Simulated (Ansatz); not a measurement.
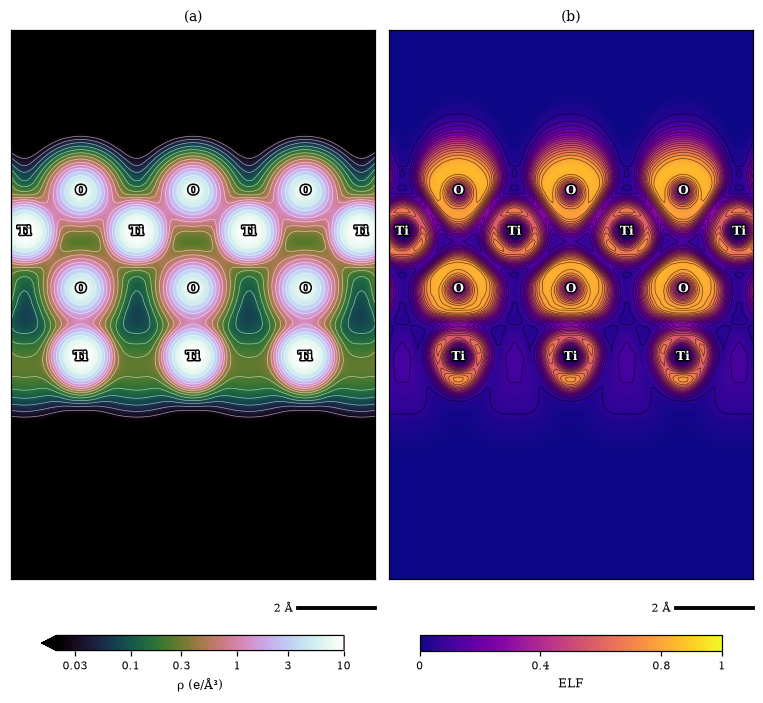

The picture shows: TiO2 (slab). (a) valence electron density; (b) ELF on the (010) plane of the calculation cell, a cut from vacuum to vacuum.

Computed without spin polarisation.

Computed with DFT PBEsol, scalar-relativistic, plane waves, PAW (Ansatz).

What do the fields say about this system?

Atoms in the plane: Ti and O.
Ti–O (1.77 Å): ρ is about 1.2 e/Å³ halfway; the ELF peaks at about 0.80 in the valence shell of O, 0.5 Å from its nucleus, and is about 0.30 at the midpoint.
Ti–Ti (2.94 Å): ρ at the midpoint is about 0.24 e/Å³; the ELF is about 0.10 at the midpoint; no shared electron pair shows on this line.
Ti–O (1.81 Å): ρ is about 1.1 e/Å³ halfway; the ELF peaks at about 0.80 in the valence shell of O, 0.6 Å from its nucleus, and is about 0.25 at the midpoint: no shared electron pair shows on this line.
The density dies away to nearly zero in the vacuum.
The features right at Ti lie inside the PAW spheres, where the map follows smoothed inner orbitals and isn't to be read closely.

Does the calculation make it a metal, or give it a gap?

It is gapped, with a Kohn–Sham gap of 2.4 eV on the k-point mesh (the band edges may lie off the mesh, which would make the gap smaller).
